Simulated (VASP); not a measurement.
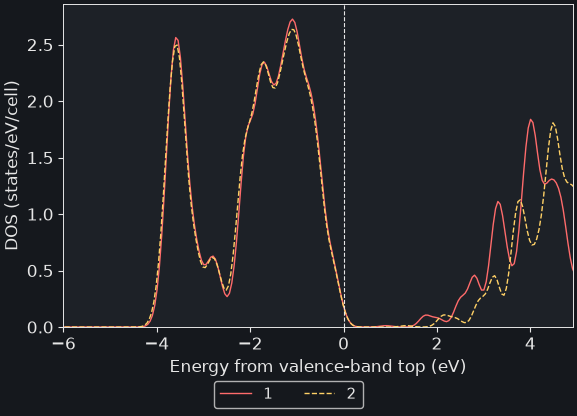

Total densities of states of CdS, space group I-4m2, 2 atoms in the cell, zincblende type, uniaxial (x) strain +5.6%, by two methods on the same cell. The curves are built from the levels of the k mesh with Gaussians 0.3 eV wide, which also blur the band edges. Each is counted from its own valence-band top.

Which curve is which? The methods: r2SCAN (VASP), PBE (VASP).

1 is PBE (VASP); 2 is r2SCAN (VASP). PBE (VASP) gives a gap of 0.91 eV and r2SCAN (VASP) gives a gap of 1.34 eV.

Settings. PBE (VASP): DFT, PBE, plane waves, PAW, 8×8×8 k mesh, 520 eV cutoff, Fermi-Dirac smearing of 0.02 eV (VASP 6.6.1). r2SCAN (VASP): DFT, r2SCAN, plane waves, PAW, 8×8×8 k mesh, 520 eV cutoff, Gaussian smearing of 0.01 eV (VASP).
